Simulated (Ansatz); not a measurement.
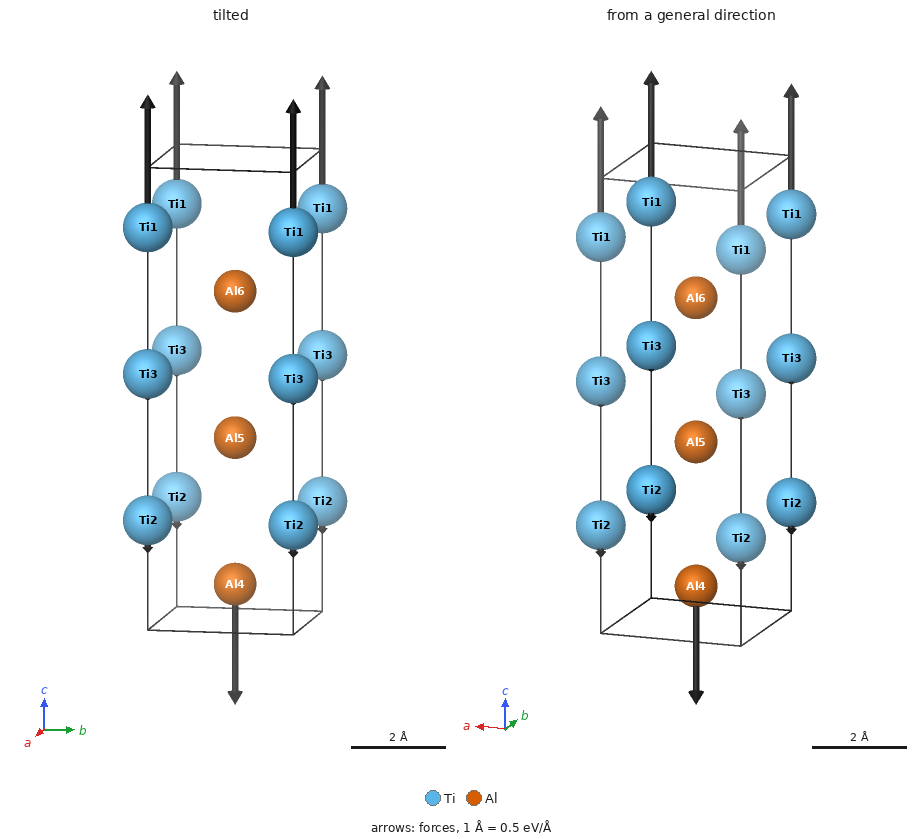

A spheres-only rendering, viewed slightly off an axis and from a general direction. The frame is the simulation cell; atoms at its boundary are shown with their periodic copies. The arrows are the computed forces on the atoms.

System: TiAl. Calculation details: DFT r2SCAN, scalar-relativistic, plane waves, PAW (Ansatz 0.2.0); plane-wave cutoff 500 eV, a 19×19×7 k-point grid, Gaussian smearing of 0.15 eV, no spin polarisation.

Q: Are the atoms in equilibrium?

A: No. The atoms still feel forces of up to about 1.2 eV/Å, far above a usual threshold of 0.01 to 0.03 eV/Å.

The initial geometry was a structure listed in the Materials Project. The cell was then strained or its atoms displaced on purpose. A calculation with Ansatz used it as input.
